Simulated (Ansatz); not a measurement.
# NaF (Villiaumite): optical spectrum from first principles

What colour and refractive index does NaF (Villiaumite) have at this level of theory?

Calculated with Ansatz 0.2.0; DFT, PBE, plane-wave PAW, default files, scalar-relativistic, independent-particle optical response without local fields.

**1. The starting structure**

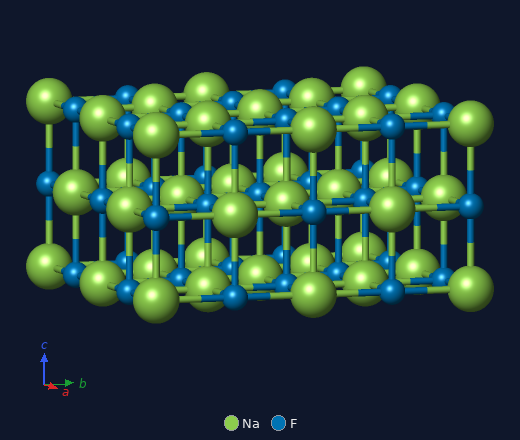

Start, viewed slightly off an axis; sodium green, fluorine blue. 2×2×1 cells are drawn. This picture shows the conventional cell, with its axes. Some periodic images of atoms are drawn too.

As a file:

```cif
data_structure
_symmetry_space_group_name_H-M 'P 1'
_symmetry_Int_Tables_number 1
_cell_length_a 3.2810
_cell_length_b 3.2810
_cell_length_c 3.2810
_cell_angle_alpha 60.000
_cell_angle_beta 60.000
_cell_angle_gamma 60.000
_cell_volume 24.97
loop_
_atom_site_label
_atom_site_type_symbol
_atom_site_fract_x
_atom_site_fract_y
_atom_site_fract_z
_atom_site_occupancy
Na1 Na 0.00000 0.00000 0.00000 1
F2 F 0.50000 0.50000 0.50000 1
```

**2. Ground state and bands**

First the ground state: is it a metal or has it a gap?

This step: DFT, PBE, plane-wave PAW, default files, scalar-relativistic, ground state (Ansatz 0.2.0).

input.yaml

```yaml
crystal:
  lattice:
    - [0.0, 2.32, 2.32]
    - [2.32, 0.0, 2.32]
    - [2.32, 2.32, 0.0]
  atoms:
    - { symbol: Na, position: [0.0, 0.0, 0.0] }
    - { symbol: F, position: [0.5, 0.5, 0.5] }
kpoints:
  mp_grid: { grid: [8, 8, 8] }
  band_path:
    path:
      - [[0.0, 0.0, 0.0], [0.5, 0.0, 0.5], [0.5, 0.25, 0.75], [0.375, 0.375, 0.75], [0.0, 0.0, 0.0], [0.5, 0.5, 0.5], [0.625, 0.25, 0.625], [0.5, 0.25, 0.75], [0.5, 0.5, 0.5], [0.375, 0.375, 0.75]]
      - [[0.625, 0.25, 0.625], [0.5, 0.0, 0.5]]
    npoints: 6
scf:
  occupations: { method: fermi_dirac, width: 0.05 }
  n_extra_bands: 6
hamiltonian:
  xc: pbe
  pseudopotentials: { kind: paw }
output:
  forces: true
  stress: true
  populations: true
  write_bands: true
  write_density: true
  write_potential: true
  elf: true
  volumetric_format: npy
```

Started as:

```console
$ ansatz run input.yaml --threads 4 --pin off --max-ram 8192MiB --backend cpu --events-out ev --progress --plain --runs-dir out
```

Numbers of over 12 decimals in the logs are rounded to 6 here.

Log:

```text
scf.n_extra_bands = 6 over 8 filled bands (N_el = 16.0): the run solves 14 bands
Engine: ansatz 0.2.0, x86_64-unknown-linux-gnu
Pseudopotentials: kind: paw
Pseudopotential: Na, paw, valence charge 9, recommended cutoff 420 eV (normal), Na.paw.azcp
Pseudopotential: F, paw, valence charge 7, recommended cutoff 420 eV (normal), F.paw.azcp
Functional definition: PBE
  parameter kappa = 0.804
  parameter beta = 0.066725
  exchange = pbe_x(kappa = kappa, mu = beta*pi^2/3)
  correlation = pbe_c(beta = beta)
Crystal: 2 atoms, lattice volume = 24.974 Å³
Basis set: ecut = 420 eV, 531 PW (Γ), exchange–correlation on 48×48×48 points (8 copies of the dense FFT grid, shifted against one another)
Bands: 14, of which v1, the nominal top of the filled ones, is band 8 counted from 1 (7 counted from 0)
Symmetry: 48 space group operations
Space group: Fm-3m (ITA 225), of the structure as read, at distance tolerance 2.9e-5 Å
k-points: 29 of 512
Non-local potential: Na, projectors of the file, l = 0: 3, l = 1: 2, l = 2: 1
Non-local potential: F, projectors of the file, l = 0: 2, l = 1: 2, l = 2: 1
PAW form: soft (Blöchl's): semilocal exchange-correlation on the pseudo side does not see the compensation charge
PAW one-centre angular grid: Na, 110 points (default); XC on 64 Gauss nodes
PAW one-centre angular grid: F, 110 points (default); XC on 64 Gauss nodes
Initial density: superposition of atomic densities (neutral atoms: chi_scale 0, normalization atom), corrected by the library's trained network
Initial wavefunctions: pseudopotential atomic-orbital guess
Functional: x = pbe(κ = 0.804, μ = 0.219515), c = pbe(β = 0.066725)
SCF iter   1: F=—  HF=-2297.425489 eV  |F-HF|=—  |Δ(HF+E_count)|=         —  Δρ=8.20e-4  dr2=1.14e-4  ethr=1.77e-3  ⟨swp⟩=5.2  Hψ=2159  notcnv=0
preconditioner: auto → none  [insulator: Δε(μ)=6.290 eV  Ē_g=28.850 eV  σ=0.050 eV  W_gap=1.00  n_scr=8 (ndim 8)  ℏωp=27.8 eV  f_vac=0.108  D(μ)=0.00/eV (n_scr^D=0)  ε∞_Penn≈1.9]
SCF iter   2: F=—  HF=-2297.425257 eV  |F-HF|=—  |Δ(HF+E_count)|=   2.32e-4  Δρ=1.16e-3  dr2=1.90e-4  ethr=7.13e-7  ⟨swp⟩=2.3  Hψ=889  notcnv=0  defer=18
SCF iter   3: F=—  HF=-2297.425219 eV  |F-HF|=—  |Δ(HF+E_count)|=   3.79e-5  Δρ=3.96e-4  dr2=1.92e-5  ethr=7.13e-7  ⟨swp⟩=2.0  Hψ=444  notcnv=0  defer=18
SCF iter   4: F=—  HF=-2297.425194 eV  |F-HF|=—  |Δ(HF+E_count)|=   2.49e-5  Δρ=5.07e-5  dr2=2.65e-7  ethr=1.20e-7  ⟨swp⟩=3.0  Hψ=591  notcnv=0  defer=18
SCF iter   5: F=—  HF=-2297.425195 eV  |F-HF|=—  |Δ(HF+E_count)|=   1.28e-6  Δρ=5.78e-5  dr2=5.52e-7  ethr=1.66e-9  ⟨swp⟩=2.0  Hψ=566  notcnv=0  defer=18
SCF iter   6: F=-2297.425195 eV  HF=-2297.425195 eV  |F-HF|=5.18e-8  |Δ(HF+E_count)|=   1.48e-7  Δρ=1.85e-5  dr2=5.77e-8  ethr=6.25e-10  ⟨swp⟩=7.9  Hψ=2259  notcnv=0
SCF 1 converged in 6 iterations: F = -2297.425195 eV  dr2 = 5.77e-8
  greatest PAW one-centre occupation: 0.999 electrons in one spin orbital (limit 2), on the Na atom at site 0 (counted from 0), in its partial waves of l = 0
NSCF: frozen V_eff on 62 k-points
SCF converged after 6 iterations
Free energy (F): -2297.425195 eV
Harris-Foulkes:  -2297.425195 eV  (|F-HF|=5.18e-8)
Internal energy: -2297.425195 eV  (E = F + TS)
E sigma→0 (E₀):  -2297.425195 eV
Fermi energy:    4.217376 eV
--- Per-component energies (eV) ---
  E_band       = -233.990264
  E_kinetic    = 329.230387
  E_local      = -1695.166846  (includes V_loc(G=0)·N_el)
  E_nonlocal   = 188.694113
  E_hartree    = 601.563966
  E_xc         = -120.200465
  E_vxc        = -154.184336  (∫ρ·V_xc dr)
  E_paw        = -463.637461  (= ΣΔE_a)
  E_vpaw       = -105.685935  (= ΣTr[D̂ρ^β])
  E_aug_tail   = 0.002013  (compensation charges beyond the density's cutoff)
  E_ewald      = -1137.910901
  E_smearing   = -0.000000  (= −TS)
  E_closure    = -0.000000  (closes the sum)
  Σ components = -2297.425195   (vs F -2297.425195, Δ=0.00e0)
--- Forces (eV/Å), atoms counted from 1 ---
  atom   1  Na    -0.00000000    -0.00000000    -0.00000000
  atom   2  F      0.00000000    -0.00000000    -0.00000000
  max |Σ_I F_I| component: 3.54e-29 eV/Å
--- Stress (GPa, compression-positive) ---
        1.921512       0.000000       0.000000
       -0.000000       1.921512       0.000000
        0.000000      -0.000000       1.921512
  P = ⅓ Tr σ = 1.9215 GPa (19.215 kbar)
--- Band table (eV; the first three rows and the last of 29) ---
  k-point 0: bands = [... 4 lower, -17.9650, 0.9907, 0.9907, 0.9907, 7.2856, 19.9515, 19.9515, 19.9515, ... 2 higher]
  k-point 1: bands = [... 4 lower, -17.7352, 0.6990, 0.9535, 0.9535, 7.8289, 18.2204, 20.1870, 20.1870, ... 2 higher]
  k-point 2: bands = [... 4 lower, -17.4603, 0.1044, 0.8646, 0.8646, 9.1430, 16.1290, 20.7038, 20.7038, ... 2 higher]
  k-point 28: bands = [... 4 lower, -17.4933, 0.1251, 0.1251, 0.4254, 14.1919, 14.1919, 16.1699, 17.8235, ... 2 higher]
--- Löwdin populations: 2 sites ---
  site symbol       q [e]
     0     Na      8.2051
     1      F      7.7500
  spilling = 0.002808 (of n_electrons = 16.000000)
```

Wall time 1.6 s (4 threads of Intel Xeon Platinum 8488C (Sapphire Rapids), shared host); peak memory 0.33 GiB.

Reading the cycles: dr2 is the Hartree energy of the density residual (eV), the measure of convergence; HF is the Harris–Foulkes estimate of the energy, which meets the free energy F at convergence.

Numbers from this step:

| Item | Value |
| --- | --- |
| free energy | -2297.4252 eV |
| Fermi energy | 4.217 eV |
| gap by band count | 6.295 eV |
| electrons | 16 |
| symmetry operations | 48 |
| pressure | 1.922 GPa |
| gap on the k-mesh | 6.295 eV |
| volume | 24.97 Å³ |
| gap on the path | 6.295 eV |
| least direct gap on the path | 6.295 eV |

There is a gap, 6.29 eV on the path, so no carriers' term is needed. The cell is left with a pressure of 1.9 GPa, as it stands unrelaxed at this level.

Electronic bands along the path, in eV, zero at the Fermi level; v1 is the highest filled band, c1 the lowest empty one:

```
    point     v3     v2     v1    c1     c2     c3     c4
        Γ  -3.23  -3.23  -3.23  3.07  15.73  15.73  15.73
        X  -4.49  -3.63  -3.63  9.90  10.08  10.36  16.49
        W  -4.09  -4.09  -3.79  9.97   9.97  11.95  13.61
        K  -4.28  -4.05  -3.59  9.59   9.98  11.46  16.11
        Γ  -3.23  -3.23  -3.23  3.07  15.73  15.73  15.73
        L  -4.80  -3.48  -3.48  7.54   9.22  16.85  16.85
        U  -4.28  -4.05  -3.59  9.59   9.98  11.46  16.11
        W  -4.09  -4.09  -3.79  9.97   9.97  11.95  13.61
        L  -4.80  -3.48  -3.48  7.54   9.22  16.85  16.85
        K  -4.28  -4.05  -3.59  9.59   9.98  11.46  16.11
jump to U  -4.28  -4.05  -3.59  9.59   9.98  11.46  16.11
        X  -4.49  -3.63  -3.63  9.90  10.08  10.36  16.49
```

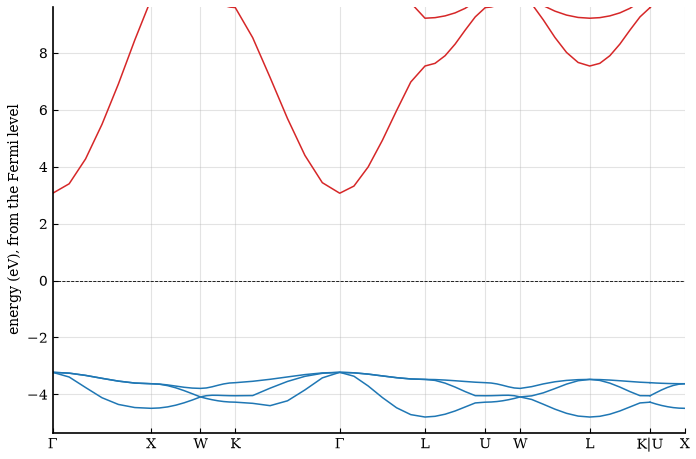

Electronic bands along the path; lines of filled and empty bands in two colours.

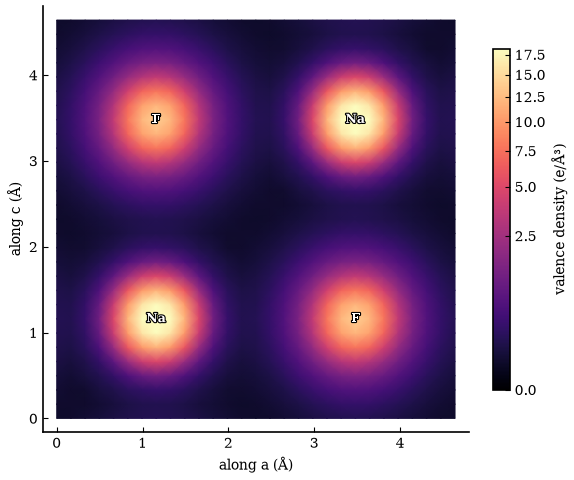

Valence density in the ac plane of the conventional cell at fractional y = 0.000, with atoms of Na and F within 0.2 Å of it. It is the smooth field of the valence electrons, not physical close to the nuclei. The map starts off the cell's origin, so that atoms lie inside it. The colour scale is stretched toward low values.

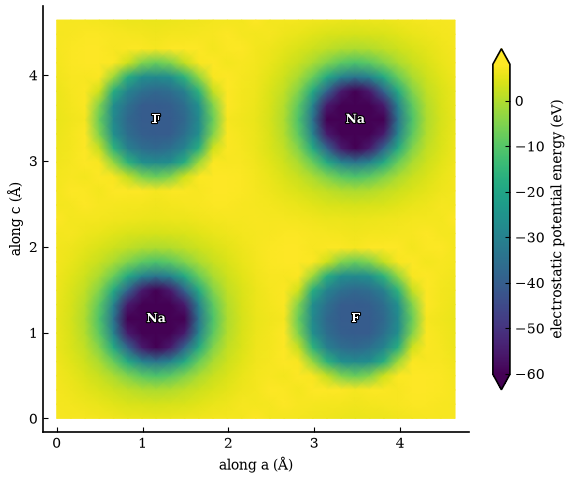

Electrostatic potential energy in the ac plane of the conventional cell at fractional y = 0.000, with atoms of Na and F within 0.2 Å of it. With pseudopotentials it is smooth inside the atoms' cores, unlike the true potential. The map starts off the cell's origin, so that atoms lie inside it.

**3. Spectrum**

The spectrum is a sum over vertical transitions between filled and empty bands at the fixed density, so many empty bands are needed.

This step: DFT, PBE, plane-wave PAW, default files, scalar-relativistic, independent-particle optical response without local fields (Ansatz 0.2.0).

input.yaml, the sections that differ from step 2:

```yaml
kpoints:
  mp_grid: { grid: [8, 8, 8] }
scf:
  occupations: { method: fixed }
output:
  optics:
    e_range: [0, 22]
    de: 0.05
    sigma: 0.2
    nscf_kmesh: { grid: [14, 14, 14] }
    bands: { spectra_wanted_up_to: 22 }
# crystal, hamiltonian: as in step 2
```

Log:

```text
[...]
Crystal: 2 atoms, lattice volume = 24.974 Å³
Basis set: ecut = 420 eV, 531 PW (Γ)
Bands: 12, of which v1, the nominal top of the filled ones, is band 8 counted from 1 (7 counted from 0)
Symmetry: 48 space group operations
[...]
k-points: 29 of 512
[...]
SCF iter   1: F=—  HF=-2297.425620 eV  |F-HF|=—  |Δ(HF+E_count)|=         —  Δρ=7.36e-4  dr2=8.86e-5  ethr=1.77e-3  ⟨swp⟩=4.8  Hψ=1707  notcnv=0  defer=53
[...]
SCF iter   9: F=-2297.425309 eV  HF=-2297.425309 eV  |F-HF|=5.46e-12  |Δ(HF+E_count)|=  2.59e-11  Δρ=1.81e-7  dr2=5.68e-12  ethr=1.00e-12  ⟨swp⟩=3.9  Hψ=1136  notcnv=0
SCF 1 converged in 9 iterations: F = -2297.425309 eV  dr2 = 5.68e-12
[...]
NSCF: frozen V_eff on 104 k-points
[...]
output.optics: what the bands over the 22 summed would add to eps1, eps2 and the energy-loss function is held between a lower and an upper bound (6 Lanczos steps). eps1, eps2 and their loss function (loss_summed_bands) are given on every row as the summed bands alone make them. Along an axis, on a row where the two bounds hold the loss function to about 1 % of the greater of itself and 0.5 % of |1/eps|, its cell (loss_completed) is given, with the completed eps1 and eps2 that it is formed of (a cell that is left empty reads nan in the table and null in the record). The two bounds hold it so along every axis on all 441 rows up to 22.000 eV. [rest of the remark cut]
SCF converged after 9 iterations
Free energy (F): -2297.425309 eV
[...]
Internal energy: -2297.425309 eV  (E = F + TS)
E sigma→0 (E₀):  -2297.425309 eV
Fermi energy:    0.991487 eV
[...]
--- Band table (eV; the first three rows and the last of 29) ---
  k-point 0: bands = [... 4 lower, -17.9655, 0.9915, 0.9915, 0.9915, 7.2861, 19.9519, 19.9519, 19.9519]
  k-point 1: bands = [... 4 lower, -17.7352, 0.6998, 0.9544, 0.9544, 7.8294, 18.2208, 20.1875, 20.1875]
  k-point 2: bands = [... 4 lower, -17.4602, 0.1052, 0.8654, 0.8654, 9.1435, 16.1294, 20.7043, 20.7043]
  k-point 28: bands = [... 4 lower, -17.4931, 0.1259, 0.1259, 0.4263, 14.1923, 14.1923, 16.1704, 17.8242]
```

It took 3.1 s on 4 threads; peak memory 0.55 GiB.

Read-outs, printed or worked out from the files:

* electronic dielectric constant ε∞, mean over x, y and z (by symmetry where fewer were run): 1.910
* absorption onset, first axis (α over 10⁴ cm⁻¹, or the direct gap if that lies higher): 6.295 eV
* main peak of Im epsilon, first axis: 13.85 eV
* least direct gap on the mesh: 6.295 eV
* bands summed: 22
* spectra valid up to: 36.45 eV
* program's estimate of the k-sum error in Im epsilon: 0.06 %
* electrons in the f-sum: 6.297

The Im ε, any direction has structure finer than the step of the table below, so its rows give means over 1 eV, whole bins alone (the curve runs from 0 to 22 eV). Peaks (eV: height): 11.1: 1.16, 13.8: 2.42, 20.2: 1.34.

The Im ε, any direction by photon energy; means over each step:

| photon energy (eV) | Im ε, any direction |
| --- | --- |
| 5 | 0 |
| 6 | 0.0510 |
| 7 | 0.494 |
| 8 | 0.672 |
| 9 | 0.753 |
| 10 | 0.839 |
| 11 | 1.06 |
| 12 | 0.851 |
| 13 | 0.745 |
| 14 | 1.81 |
| 15 | 0.925 |
| 16 | 0.840 |
| 17 | 0.763 |
| 18 | 0.714 |
| 19 | 0.969 |
| 20 | 1.23 |
| 21 | 0.545 |

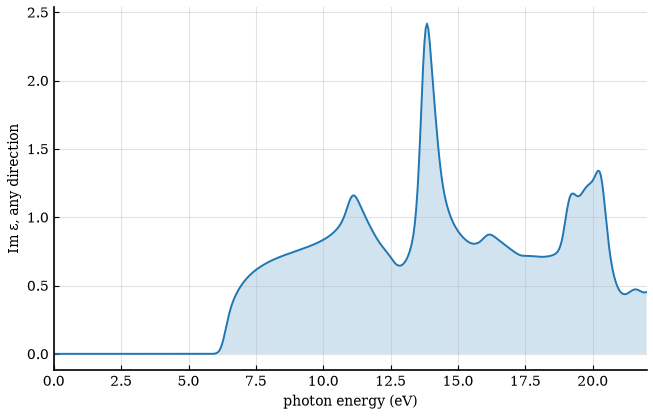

Im ε, any direction, plotted against photon energy.

Re ε, any direction against photon energy:

```
photon energy (eV)  Re ε, any direction
                 0                 1.91
                 2                 1.93
                 4                 2.02
                 6                 2.34
                 8                 2.23
                10                 2.05
                12                 1.60
                14                 1.09
                16                 1.20
                18                 1.22
                20                0.916
                22                0.834
```

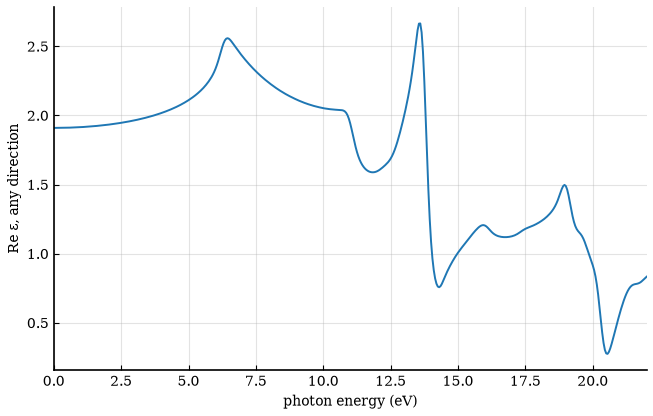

Re ε, any direction, plotted against photon energy.

Refractive index n and extinction k against photon energy:

| photon energy (eV) | n | k |
| --- | --- | --- |
| 0 | 1.38 | 0 |
| 2 | 1.39 | 0 |
| 4 | 1.42 | 0 |
| 6 | 1.53 | 8.6e-4 |
| 8 | 1.51 | 0.223 |
| 10 | 1.46 | 0.286 |
| 12 | 1.30 | 0.322 |
| 14 | 1.32 | 0.816 |
| 16 | 1.16 | 0.370 |
| 18 | 1.15 | 0.309 |
| 20 | 1.11 | 0.570 |
| 22 | 0.944 | 0.239 |

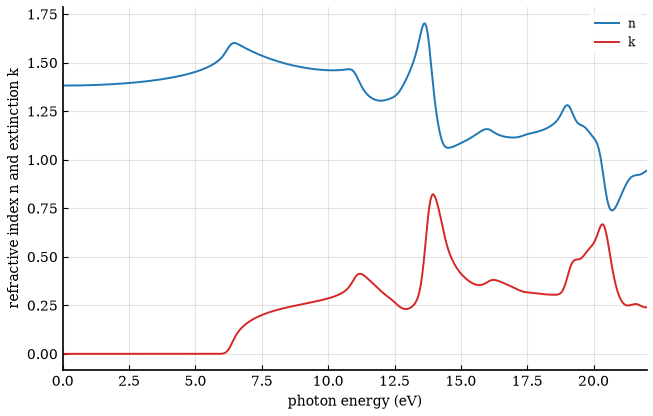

Refractive index n and extinction k against photon energy.

The reflectivity at normal incidence, any direction has structure finer than the step of the table below, so its rows give means over 2 eV, whole bins alone (the curve runs from 0 to 22 eV). Peaks (eV: height): 11.1: 5.75, 13.9: 13.0, 20.4: 11.3.

Reflectivity at normal incidence, any direction against photon energy; means over each step:

| photon energy (eV) | reflectivity at normal incidence, any direction (%) |
| --- | --- |
| 2 | 2.67 |
| 4 | 3.05 |
| 6 | 4.48 |
| 8 | 4.93 |
| 10 | 4.93 |
| 12 | 4.06 |
| 14 | 7.93 |
| 16 | 3.27 |
| 18 | 2.70 |
| 20 | 7.04 |

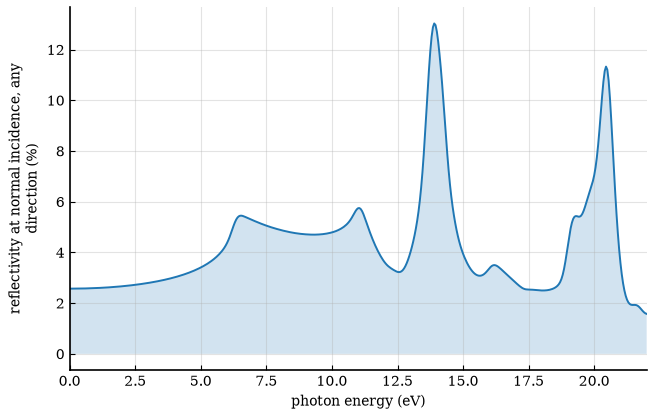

Reflectivity at normal incidence, any direction, plotted against photon energy.

The loss function −Im 1/ε at q → 0, any direction has structure finer than the step of the table below, so its rows give means over 1 eV, whole bins alone (the curve runs from 0 to 22 eV). Peaks (eV: height): 14.4: 0.573, 20.7: 1.19.

Loss function −Im 1/ε at q → 0, any direction against energy loss; means over each step:

| energy loss (eV) | loss function −Im 1/ε at q → 0, any direction |
| --- | --- |
| 5 | 0 |
| 6 | 0.00790 |
| 7 | 0.0808 |
| 8 | 0.123 |
| 9 | 0.149 |
| 10 | 0.170 |
| 11 | 0.228 |
| 12 | 0.254 |
| 13 | 0.159 |
| 14 | 0.369 |
| 15 | 0.495 |
| 16 | 0.405 |
| 17 | 0.407 |
| 18 | 0.353 |
| 19 | 0.343 |
| 20 | 0.565 |
| 21 | 0.868 |

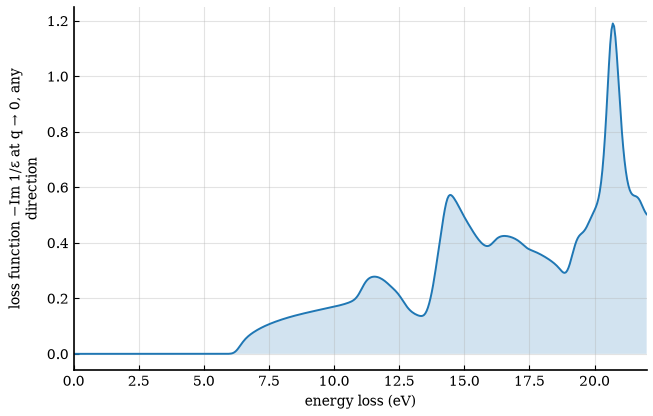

Loss function −Im 1/ε at q → 0, any direction against energy loss.

(Part 1 of 2 ends here.)

[Logs are printed without paths, hosts, clocks, repeated set-up lines and the standing remarks that a program may print on its own settings, such as how far it seeks lower states.]

[Hosts, paths, dates, database ids (printed as entryN), source tags and the programs' standing remarks are cut or masked in the printed files.]
